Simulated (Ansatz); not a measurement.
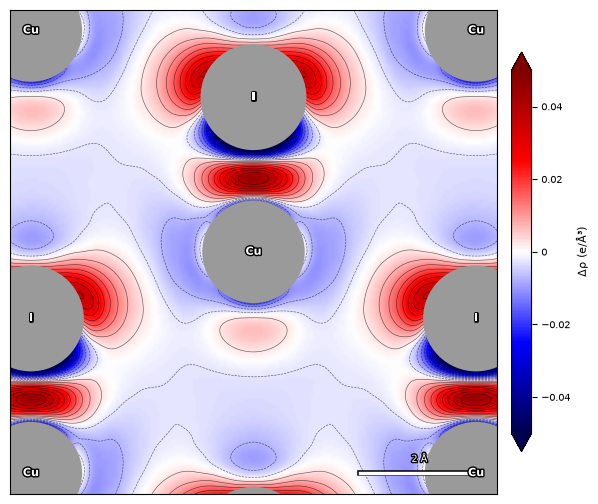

Figure. CuI. Density of the crystal less the sum of free-atom densities: a map on the (001) plane of the conventional cell, with grey discs over the atomic cores. Cores are masked to 0.9 Å (Cu) and 0.9 Å (I).

Space group Cmcm. The cell comes from a database of computed structures, not from a measurement.

Method: Ansatz, DFT PBE, scalar-relativistic, plane waves, PAW.

In a PAW calculation such maps are meaningful between the atoms, not at the nuclei.

> Read the map: where is density gained and where lost?

Cu–Cu (2.46 Å): Δρ is +0.06 e/Å³ at the midpoint (this contact isn't in the plane drawn).
- Cu–I (2.58 Å): Δρ is +0.06 e/Å³ at the midpoint.
- Over the whole cell, outside the masked cores, the largest gain, 0.06 e/Å³, lies 1.3 Å from an iodine nucleus and 1.3 Å from a copper one, and the largest loss lies at the edge of the masked core of I.
- The rearranged charge, half the integral of |Δρ|, is about 0.16 e an atom.
- Bader charges: Cu +0.29 and I −0.29 e.

Run time: 110 s on 1 thread of Arm Neoverse N1, with other jobs on the host, peak memory 0.57 GiB.
